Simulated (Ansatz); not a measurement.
Read the following structure.

```
Ge
1.0
     6.75929    0.00000    0.00000
     0.00000    6.75929    0.00000
     0.00000    0.00000    6.75929
Ge
16
Direct
  0.14945 0.64945 0.85055
  0.85055 0.14945 0.64945
  0.64945 0.85055 0.14945
  0.35055 0.35055 0.35055
  0.85055 0.35055 0.14945
  0.14945 0.85055 0.35055
  0.35055 0.14945 0.85055
  0.14945 0.14945 0.14945
  0.64945 0.14945 0.35055
  0.35055 0.64945 0.14945
  0.14945 0.35055 0.64945
  0.85055 0.85055 0.85055
  0.35055 0.85055 0.64945
  0.64945 0.35055 0.85055
  0.85055 0.64945 0.35055
  0.64945 0.64945 0.64945
```

> Say what kind of structure these coordinates give.

The element is germanium. It belongs to space group Ia-3 (No. 206) and has a body-centred cubic lattice. The cell holds 16 atoms. The Ge atoms are each bonded to four Ge in a distorted tetrahedral arrangement at 2.35 to 2.44 Å. The bonds build a three-dimensional framework.

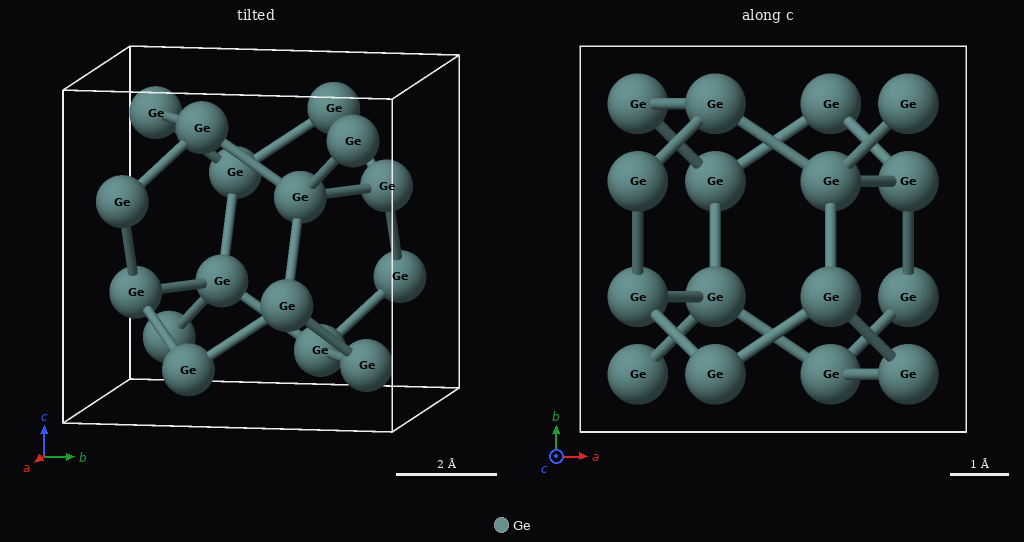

Drawn in the ball-and-stick manner and seen slightly off an axis and along the c axis. One conventional unit cell is framed, with atoms on its boundary repeated.

The structure comes from a structure listed in the Materials Project. The cell was then strained or its atoms displaced on purpose. Ansatz was used for an electronic-structure calculation on it.

At this level of theory the run's own cell isn't at rest (compressed, at 8 GPa), so its distances can differ from those at equilibrium, the more so the softer the solid.
